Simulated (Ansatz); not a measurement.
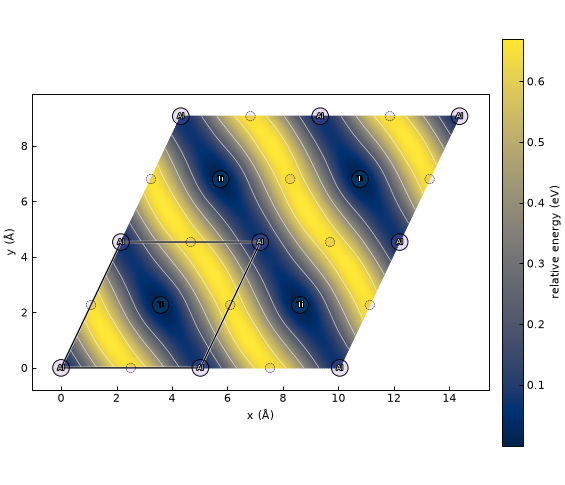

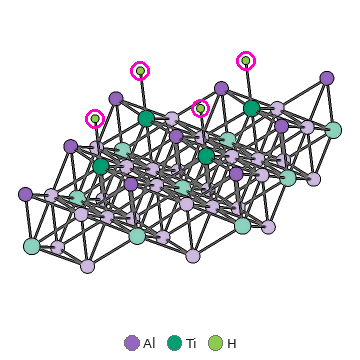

Energy landscape of H on a TiAl₃(110) slab cut from the I4/mmm phase, its upper half relaxed before the scan (8 atoms of substrate and one adsorbate in a 1 × 1 cell). H is moved over the surface cell at a fixed height above a rigid substrate; the origin of the map has the adsorbate above Al8; the height is held at 2.50 Å. Places are given modulo a cell vector. The map is drawn in real space over the plane of the surface. The scan uses a 6 × 6 grid; 13 points were computed and 23 follow by symmetry. Energies: eV, counted from the lowest grid point. The runs have no spin polarisation, so an open-shell adsorbate far from the surface lies too high. With one adsorbate in each 1 × 1 cell, its nearest image is 5.0 Å away, so neighbouring adsorbates interact. At a fixed height the lowest place need not be the adsorption site. The calculation used DFT PBE+D3(BJ), scalar-relativistic, plane waves, PAW in Ansatz. Settings: cutoff 420 eV, k-mesh 6×6×1, gaussian smearing 0.1 eV, no spin polarisation.

Drawn: a smooth colour map with a few white contour lines, labelled circles for the atoms of the top layer and small ones for the second layer, the outline of one cell of the 2 × 2 shown. Between grid points the surface is interpolated. The second picture is the structure at the lowest point; rings mark the moved atoms.

**Summarise what can be read from the map.**

The lowest grid point is at the top site over a surface Ti atom, (3/6, 3/6) of the cell vectors. The highest grid point, (1/6, 2/6) of the cell vectors [nearest 1 Ti at 3.36 Å and 1 Al at 3.31 Å], lies 0.67 eV above the lowest. On the interpolated surface the easiest way out of the lowest well to its copy in the next cell or period passes a barrier of about 0.069 eV. At the lowest point the adsorbate has 1 Ti at 2.56 Å as nearest neighbours, at the highest 1 Ti at 3.36 Å and 1 Al at 3.31 Å.

Each point was launched as `ansatz run input.yaml --threads 1 --pin off --max-ram 3072MiB --backend cpu --events-out ev --progress --plain --runs-dir out`. The whole map (13 points run) took 6.6 min on 1 thread of Arm Neoverse V1 (shared host).

PAW datasets: the set soft_1.
